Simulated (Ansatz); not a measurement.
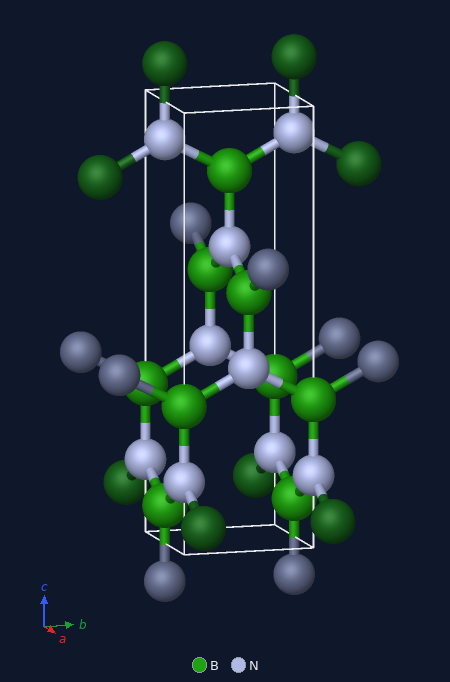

Figure: ball-and-stick view slightly off an axis. The edges of the conventional unit cell are marked. Bonds that leave the box are completed with the atoms at their other ends, in fainter colours. Cell: a = 2.62 Å, b = 2.62 Å, c = 8.69 Å, α = 90.00°, β = 90.00°, γ = 90.00°.

The model was built from a structure type filled with these elements by a generator (whether the compound takes this form wasn't checked). Earlier steps of the study may have refined or changed the cell and positions. Ansatz was used for an electronic-structure calculation on it.

### What structure is drawn here?

Formula: BN. The space group is I4_1md (No. 109); the lattice is body-centred tetragonal. The cell holds 8 atoms (4 B, 4 N), Z = 4. The B atoms are each bonded to three N in a trigonal planar arrangement at about 1.5 Å. Around each N lie three B in a trigonal planar arrangement at about 1.5 Å. The bonds build a three-dimensional framework.

Level of theory and settings: DFT PBE, scalar-relativistic, plane waves, PAW (Ansatz 0.2.0), a cutoff energy of 420 eV, k-points about 0.14 Å⁻¹ apart, Gaussian smearing of 0.1 eV, no spin polarisation.

### What is the electronic character?

A metal: bands cross the Fermi level.

### How charged are the atoms, by the Bader scheme?

B +2.16 e; N -2.16 e.

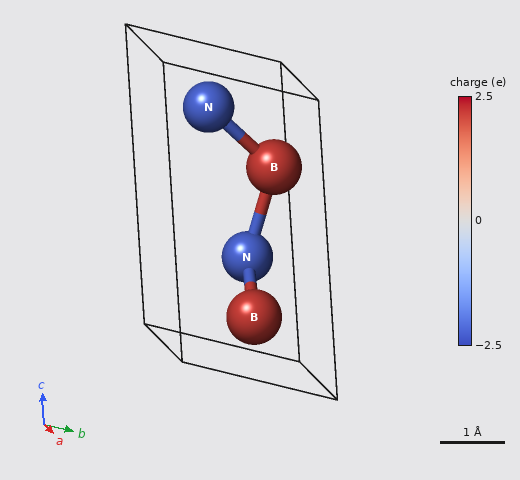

The atoms coloured by those charges. The run's cell of 4 atoms is drawn in a reduced setting, so axes and origin can differ from the first picture.

### Is the structure relaxed at this level of theory?

Yes. All forces vanish to within 0.01 eV/Å. The pressure is 0.0 GPa, close to zero.
